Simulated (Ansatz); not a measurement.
# HfO₂: what the fields show

Input file:

```
crystal:
  lattice:
    - [-4.0194223587, -4.0194223587, 0.0]
    - [-4.0194223587, 4.0194223587, 0.0]
    - [2.0097111793, 2.0097111793, -5.3212988042]
  atoms:
    - { symbol: Hf, position: [0.5, 0.5, 0.0] }
    - { symbol: Hf, position: [1.0, 1.0, 0.0] }
    - { symbol: Hf, position: [0.0, 0.75, 0.5] }
    - { symbol: Hf, position: [0.5, 0.25, 0.5] }
    - { symbol: O, position: [0.7982768228, 0.75, 0.0965536456] }
    - { symbol: O, position: [0.2982768228, 0.25, 0.0965536456] }
    - { symbol: O, position: [0.2982768228, 0.5, 0.5965536456] }
    - { symbol: O, position: [0.7982768228, 0.0, 0.5965536456] }
    - { symbol: O, position: [0.2017231772, 0.75, 0.9034463544] }
    - { symbol: O, position: [0.7017231772, 0.25, 0.9034463544] }
    - { symbol: O, position: [0.7017231772, 0.5, 0.4034463544] }
    - { symbol: O, position: [0.2017231772, 0.0, 0.4034463544] }
basis:
  ecutwfc: 420
kpoints:
  mp_grid: { grid: [6, 4, 6] }
hamiltonian:
  xc: pbe
scf:
  occupations: { method: gaussian, width: 0.02 }
output:
  forces: true
  stress: true
  eigenvalues: true
  write_density: true
  write_potential: true
  elf: true
  volumetric_format: npy
relax:
  adjacent_minimum: "off"
  f_tol: 0.015
  max_steps: 60
  cell: { stress_tol: 0.15 }
```

Command:

```sh
ansatz run input.yaml --threads 2 --pin off --max-ram 5120MiB --backend cpu --events-out ev --progress --plain --runs-dir out
```

The fields are those of the relaxed geometry.

Space group I4₁/amd; a structure from a database of computed crystals, not necessarily the ambient phase.

Theory: DFT PBE, scalar-relativistic, plane waves, PAW (Ansatz).

In a PAW calculation such maps are meaningful between the atoms, not at the nuclei.

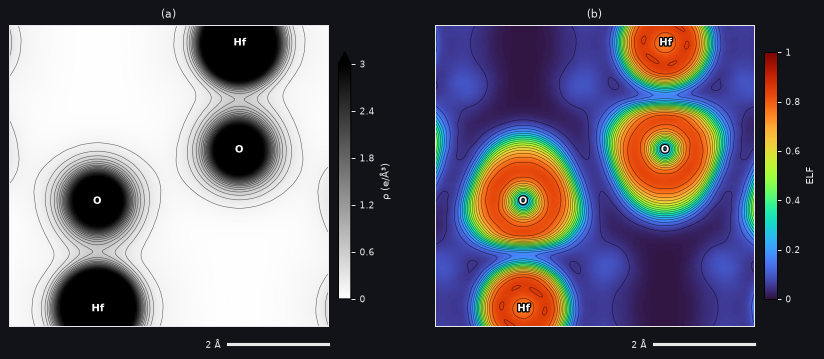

Figure 1. (a) valence electron density; (b) ELF on the (010) plane of the calculation cell.

**What do the fields say about this system?**

The section cuts through Hf and O sites. Hf–O (2.15 Å): the density is about 0.65 e/Å³ at the midpoint; the ELF peaks at about 0.85 in the valence shell of O, 0.6 Å from its nucleus, and drops to about 0.15 between the two atoms; no localised pair shows between them. Between the atoms the lowest density in this plane is 0.01 e/Å³. The features right at Hf lie inside the PAW spheres, where the map follows smoothed inner orbitals and isn't to be read closely.

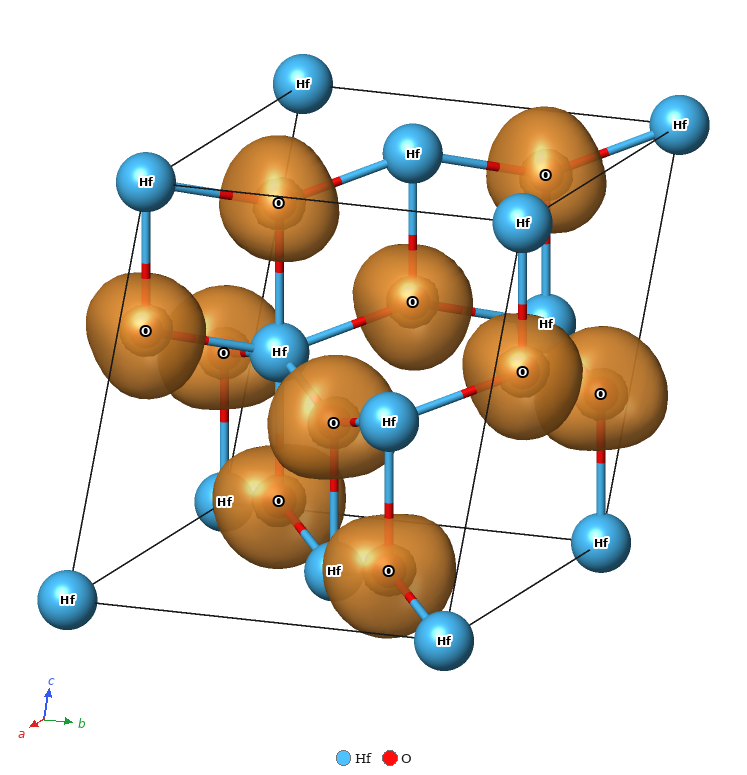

Figure 2. Isosurface of the ELF at 0.7 (orange), seen slightly off an axis. Only the valence region is drawn (cores and ρ < 0.01 e/Å³ removed). Sticks mark near contacts.

**Identify the bonds, lone pairs and shells in this picture.**

At this value the surface marks out eight regions wrapped around O (the valence shell of each), counted in one cell of 12 atoms. Any copies at cell faces, edges or corners count once.


Hf–O (2.07 Å): the ELF peaks at about 0.85 in the valence shell of O, 0.6 Å from its nucleus, and drops to about 0.20 between the two atoms (no localised pair shows between them).

**Does the calculation give a band gap?**

It is gapped, with a Kohn–Sham gap of 4.4 eV on the k-point mesh, an upper bound to the gap of this method.
